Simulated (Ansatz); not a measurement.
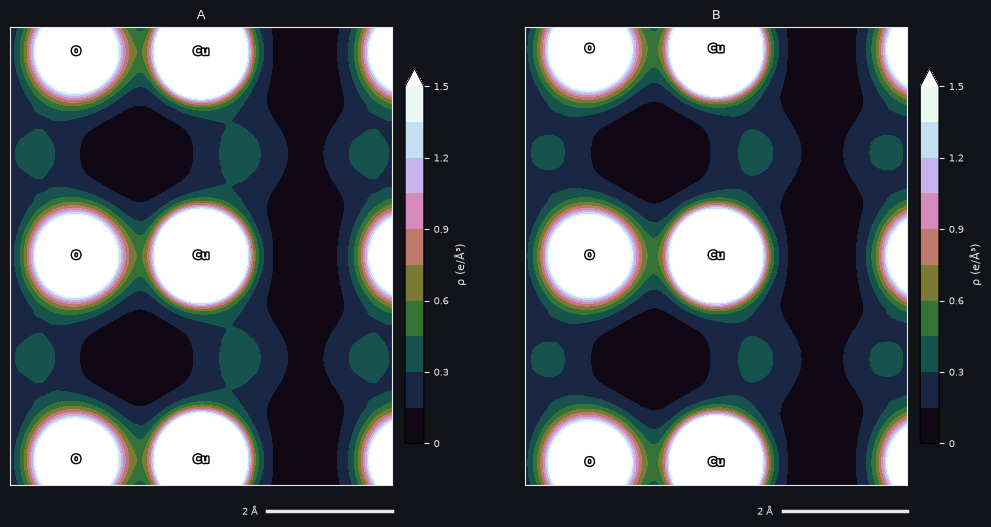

CuO. The valence pseudo-density of two cells that differ in size, on the (11̄0) plane of each (indices in the axes of the calculation cell), at one length scale and on one colour scale: B has 12.9 Å³ an atom and A 12.4.

The calculation used Kohn-Sham DFT of a periodic cell, PBE, Ansatz PAW (Ansatz).

Core electrons are frozen (PAW), and the valence fields are smoothed inside the atomic spheres.

**What changes from the larger cell to the smaller?**

From the larger cell to the smaller, Cu–O goes from 2.03 to 2.00 Å, and the density at its midpoint from 0.55 to 0.59 e/Å³; the pressure goes from −11 to −7 GPa.
